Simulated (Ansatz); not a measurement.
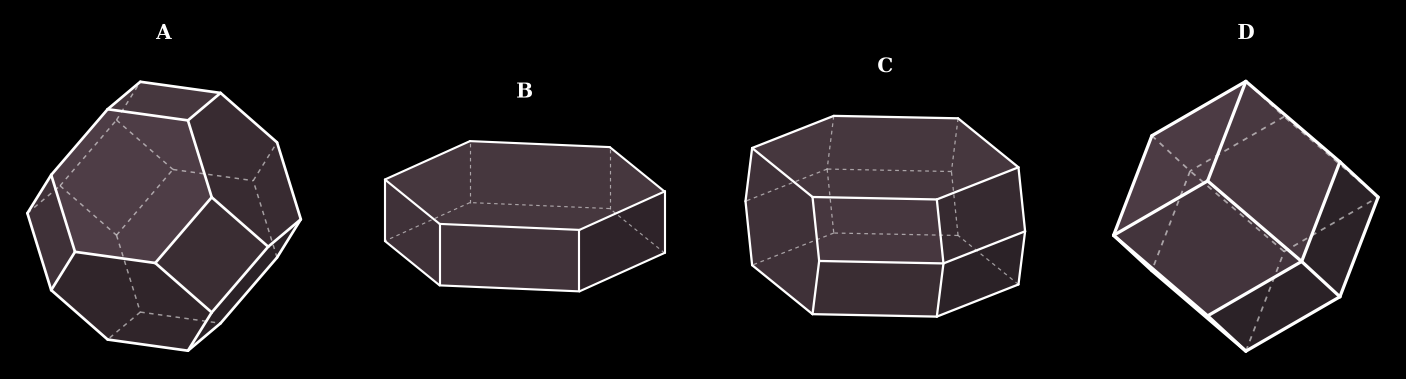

First Brillouin zones computed for the structures below (computed or model cells, partly hypothetical), each scaled to its frame and seen from the same direction (third Cartesian axis up).

Match each zone to its crystal.
1. La, No. 227, Fd-3m, origin choice 1, a = 6.68 Å, b = 6.68 Å, c = 6.68 Å, α = 90.00°, β = 90.00°, γ = 90.00°
2. K, No. 229, Im-3m, a = 5.05 Å, b = 5.05 Å, c = 5.05 Å, α = 90.00°, β = 90.00°, γ = 90.00°
3. Zr, P6_3/mmc, No. 194, a = 3.25 Å, b = 3.25 Å, c = 10.50 Å, α = 90.00°, β = 90.00°, γ = 120.00°
4. V, Fddd (No. 70, origin choice 1), a = 2.45 Å, b = 4.98 Å, c = 8.94 Å, α = 90.00°, β = 90.00°, γ = 90.00°

Answer. A is 1 (face-centred cubic, a truncated octahedron); B is 3 (primitive hexagonal, a hexagonal prism); C is 4 (face-centred orthorhombic, an elongated dodecahedron); D is 2 (body-centred cubic, a rhombic dodecahedron).
